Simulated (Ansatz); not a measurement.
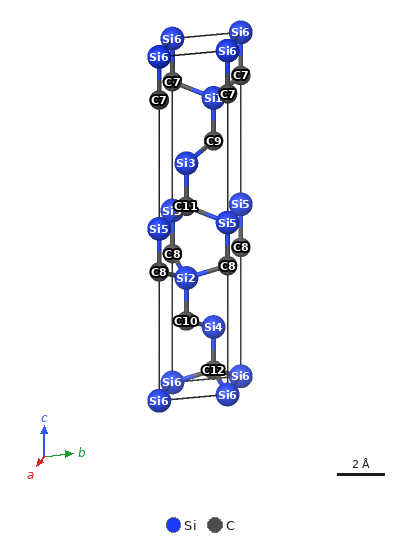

Fig. 1: The structure (ball-and-stick view of the cell of the calculation, seen slightly off an axis; atoms are numbered from 1 in the order of the input).

**Single-point calculation of SiC (charge +4)**

The run: single-point calculation of SiC (12 atoms in the cell, total charge +4). Method and program: DFT, PBE, plane waves, PAW, no spin polarisation (Ansatz 0.2.0).

The structure derives from a Materials Project entry. Some settings of this run were made unusual or wrong on purpose. Figures and captions count atoms from 1; the log counts them from 0 in places.

## Input
```yaml
crystal:
  lattice:
    - [3.095001587, 2.9e-09, 0.0]
    - [-1.547500796, 2.6803499977, 0.0]
    - [0.0, 0.0, 15.186570963]
  atoms:
    - { symbol: Si, position: [0.3333333333, 0.6666666667, 0.832992701] }
    - { symbol: Si, position: [0.6666666667, 0.3333333333, 0.332992701] }
    - { symbol: Si, position: [0.6666666667, 0.3333333333, 0.6665012399] }
    - { symbol: Si, position: [0.3333333333, 0.6666666667, 0.1665012399] }
    - { symbol: Si, position: [0.0, 0.0, 0.4997230254] }
    - { symbol: Si, position: [0.0, 0.0, 0.9997230254] }
    - { symbol: C, position: [0.0, 0.0, 0.8743713553] }
    - { symbol: C, position: [0.0, 0.0, 0.3743713553] }
    - { symbol: C, position: [0.3333333333, 0.6666666667, 0.7079991939] }
    - { symbol: C, position: [0.6666666667, 0.3333333333, 0.2079991939] }
    - { symbol: C, position: [0.6666666667, 0.3333333333, 0.5415134844] }
    - { symbol: C, position: [0.3333333333, 0.6666666667, 0.0415134844] }
basis:
  ecutwfc: 420
kpoints:
  mp_grid: { grid: [12, 12, 2] }
hamiltonian:
  xc: pbe
scf:
  occupations: { method: gaussian, width: 0.02 }
  max_iter: 80
output:
  forces: true
  eigenvalues: true
  stress: true
total_charge: 4
```

Machine: 4 threads of Intel Xeon @ 2.70GHz, 189 GiB of memory available, shared host.

Run as:
```bash
ansatz run input.yaml --threads 4 --pin off --max-ram 8192MiB --backend cpu --events-out ev --progress --plain --runs-dir out
```

## Log
```
Engine: ansatz 0.2.0, x86_64-unknown-linux-gnu
Pseudopotentials: kind: paw
Pseudopotential: Si, paw, valence charge 4, recommended cutoff 420 eV (normal), Si.paw.azcp
Pseudopotential: C, paw, valence charge 4, recommended cutoff 420 eV (normal), C.paw.azcp
Functional definition: PBE
  parameter kappa = 0.804
  parameter beta = 0.06672455060314922
  exchange = pbe_x(kappa = kappa, mu = beta*pi^2/3)
  correlation = pbe_c(beta = beta)
Crystal: 12 atoms, lattice volume = 125.983 Å³
Basis set: ecut = 420 eV, 2451 PW (Γ), exchange–correlation on 48×48×216 points (8 copies of the dense FFT grid, shifted against one another)
Bands: 34, of which v1, the nominal top of the filled ones, is band 22 counted from 1 (21 counted from 0)
Symmetry: 12 space group operations
Space group: P63mc (ITA 186), of the structure as read, at distance tolerance 5.0e-5 Å
k-points: 38 of 288
Non-local potential: Si, projectors of the file, l = 0: 2, l = 1: 2, l = 2: 2
Non-local potential: C, projectors of the file, l = 0: 2, l = 1: 2, l = 2: 1
PAW form: soft (Blöchl's): semilocal exchange-correlation on the pseudo side does not see the compensation charge
PAW one-centre angular grid: Si, 110 points (default); XC on 64 Gauss nodes
PAW one-centre angular grid: C, 110 points (default); XC on 64 Gauss nodes
Initial density: superposition of atomic densities (neutral atoms scaled as one to the charged cell's electrons: chi_scale 0, normalization atom), corrected by the library's trained network
Initial wavefunctions: pseudopotential atomic-orbital guess
Functional: x = pbe(κ = 0.804, μ = 0.2195149727645171), c = pbe(β = 0.06672455060314922)
SCF iter   1: F=—  HF=-5356.786674 eV  |F-HF|=—  |Δ(HF+E_count)|=         —  Δρ=2.69e-2  dr2=9.86e-1  ethr=1.77e-3  ⟨swp⟩=6.4  Hψ=6525  notcnv=0  defer=58
preconditioner: auto → none  [insulator: Δε(μ)=0.031 eV  Ē_g=11.230 eV  σ=0.020 eV  W_gap=0.51  n_scr=10 (ndim 8)  ℏωp=21.9 eV  f_vac=0.000  D(μ)=6.40/eV (n_scr^D=68)  ε∞_Penn≈4.8]
SCF iter   2: F=—  HF=-5356.498116 eV  |F-HF|=—  |Δ(HF+E_count)|=   2.89e-1  Δρ=2.87e-3  dr2=1.14e-2  ethr=1.77e-3  ⟨swp⟩=2.1  Hψ=2402  notcnv=0  defer=256
SCF iter   3: F=—  HF=-5356.510343 eV  |F-HF|=—  |Δ(HF+E_count)|=   1.22e-2  Δρ=1.06e-3  dr2=9.69e-4  ethr=2.60e-5  ⟨swp⟩=2.1  Hψ=1911  notcnv=0  defer=180
automatic band count: iteration 3 solves 32 bands in place of 34: the levels show a gap, and the empty bands left out lie too high to hold charge; the band table lists the bands solved (type scf.n_extra_bands for more)
SCF iter   4: F=—  HF=-5356.514080 eV  |F-HF|=—  |Δ(HF+E_count)|=   3.74e-3  Δρ=1.42e-4  dr2=7.20e-5  ethr=2.20e-6  ⟨swp⟩=2.0  Hψ=1942  notcnv=0  defer=180
SCF iter   5: F=—  HF=-5356.513973 eV  |F-HF|=—  |Δ(HF+E_count)|=   1.07e-4  Δρ=4.93e-5  dr2=8.46e-6  ethr=1.64e-7  ⟨swp⟩=2.0  Hψ=1632  notcnv=0  defer=180
SCF iter   6: F=—  HF=-5356.513972 eV  |F-HF|=—  |Δ(HF+E_count)|=   8.40e-7  Δρ=1.06e-5  dr2=2.06e-7  ethr=1.92e-8  ⟨swp⟩=2.7  Hψ=1798  notcnv=0  defer=180
SCF iter   7: F=-5356.513972 eV  HF=-5356.513972 eV  |F-HF|=3.53e-9  |Δ(HF+E_count)|=   4.36e-8  Δρ=1.86e-6  dr2=6.55e-9  ethr=2.27e-10  ⟨swp⟩=11.1  Hψ=5689  notcnv=0
SCF 1 converged in 7 iterations: F = -5356.513972 eV  dr2 = 6.55e-9
  greatest PAW one-centre occupation: 0.658 electrons in one spin orbital (limit 2), on the C atom at site 9 (counted from 0), in its partial waves of l = 0
SCF converged after 7 iterations
Free energy (F): -5356.513972 eV
Harris-Foulkes:  -5356.513972 eV  (|F-HF|=3.53e-9)
Internal energy: -5356.512741 eV  (E = F + TS)
E sigma→0 (E₀):  -5356.513357 eV
Entropy (-TS):   -0.001231 eV (-0.103 meV/atom)
Fermi energy:    7.805256 eV
--- Per-component energies (eV) ---
  E_band       = 126.552183
  E_kinetic    = 727.154340
  E_local      = -605.003676  (includes V_loc(G=0)·N_el)
  E_nonlocal   = 296.802401
  E_hartree    = 174.293648
  E_xc         = -583.638931
  E_vxc        = -592.011775  (∫ρ·V_xc dr)
  E_paw        = -3666.562161  (= ΣΔE_a)
  E_vpaw       = -48.976109  (= ΣTr[D̂ρ^β])
  E_aug_tail   = 0.000063  (compensation charges beyond the density's cutoff)
  E_ewald      = -1699.558426
  E_smearing   = -0.001231  (= −TS)
  E_closure    = 0.000000  (closes the sum)
  E_deformation_potential = 71.239879  (in the stress; not in F)
  Σ components = -5356.513972   (vs F -5356.513972, Δ=0.00e0)
--- Forces (eV/Å), atoms counted from 1 ---
  atom   1  Si     0.00000000     0.00000000    -0.07395735
  atom   2  Si     0.00000000    -0.00000000    -0.07395735
  atom   3  Si     0.00000000     0.00000000    -0.13971231
  atom   4  Si    -0.00000000    -0.00000000    -0.13971231
  atom   5  Si    -0.00000000     0.00000000    -0.08740679
  atom   6  Si    -0.00000000    -0.00000000    -0.08740679
  atom   7  C     -0.00000000    -0.00000000     0.07647169
  atom   8  C      0.00000000     0.00000000     0.07647169
  atom   9  C      0.00000000    -0.00000000     0.15203623
  atom  10  C     -0.00000000     0.00000000     0.15203623
  atom  11  C      0.00000000    -0.00000000     0.07257466
  atom  12  C     -0.00000000     0.00000000     0.07257466
  max |Σ_I F_I| component: 1.23e-5 eV/Å
--- Stress (GPa, compression-positive) ---
       28.231648      -0.000000      -0.000000
       -0.000000      28.231648      -0.000000
        0.000000       0.000000      28.468697
  P = ⅓ Tr σ = 28.3107 GPa (283.107 kbar)
--- Band table (eV; the first three rows and the last of 38) ---
  k-point 0: bands = ["-5.9922", "-5.4786", "-5.4682", "-4.0299", "-4.0147", "-2.6674", "0.9786", "3.1385", "3.1664", "6.7401", "6.7607", "7.9120", "7.9120", "8.0969", "8.0969", "8.1775", "8.1775", "8.6173", "8.6173", "8.6996", "8.6996", "8.9512", "8.9695", "8.9695", "14.5071", "14.6915", "15.0652", "15.4229", "15.5626", "15.9802", "16.4876", "16.4876"]
  k-point 1: bands = ["-5.8613", "-5.8613", "-4.8455", "-4.8455", "-3.1409", "-3.1409", "1.6606", "1.6606", "4.9346", "4.9346", "7.9684", "7.9684", "7.9684", "7.9684", "8.2853", "8.2853", "8.3845", "8.3845", "8.3845", "8.3845", "8.8836", "8.8836", "8.8836", "8.8836", "14.5780", "14.5780", "15.3044", "15.3044", "15.7840", "15.7840", "16.5782", "16.5782"]
  k-point 2: bands = ["-5.8759", "-5.3643", "-5.3535", "-3.9224", "-3.9068", "-2.5716", "1.0827", "3.2084", "3.2363", "6.6769", "6.7063", "7.2984", "7.5602", "7.6353", "7.7049", "7.9364", "7.9943", "8.2212", "8.3002", "8.5324", "8.5535", "8.5975", "8.8810", "8.9212", "14.8376", "15.0319", "15.2948", "15.6739", "15.7995", "16.0727", "16.2444", "16.3077"]
  k-point 37: bands = ["-1.7384", "-1.7384", "-1.6461", "-1.6461", "-1.6075", "-1.6075", "1.9629", "1.9629", "2.1477", "2.1477", "2.4999", "2.4999", "3.6666", "3.6666", "4.1605", "4.1605", "4.5884", "4.5884", "6.2092", "6.2092", "6.5947", "6.5947", "6.9404", "6.9404", "13.3796", "13.3796", "13.9580", "13.9580", "15.0345", "15.0345", "16.7541", "16.7541"]
```

## What the run reported

```csv
quantity,value
outcome,converged
space group (tolerance 0.01 Å),P6₃mc (186)
electrons treated,44
free energy,−5356.5140 eV
Fermi energy,7.805 eV
gap on the k-point mesh,none (metallic)
pressure,28.31 GPa
largest force (length of the vector),0.152 eV/Å
wall time,5.2 s (CPU time 18 s)
peak memory,0.48 GiB
```

The input was spoiled on purpose: a charge that the system can't hold (`total_charge`). The cell cannot bind or give up so many electrons; the background charge dominates. The program still converged, but the numbers can't be taken as results for the intended system.
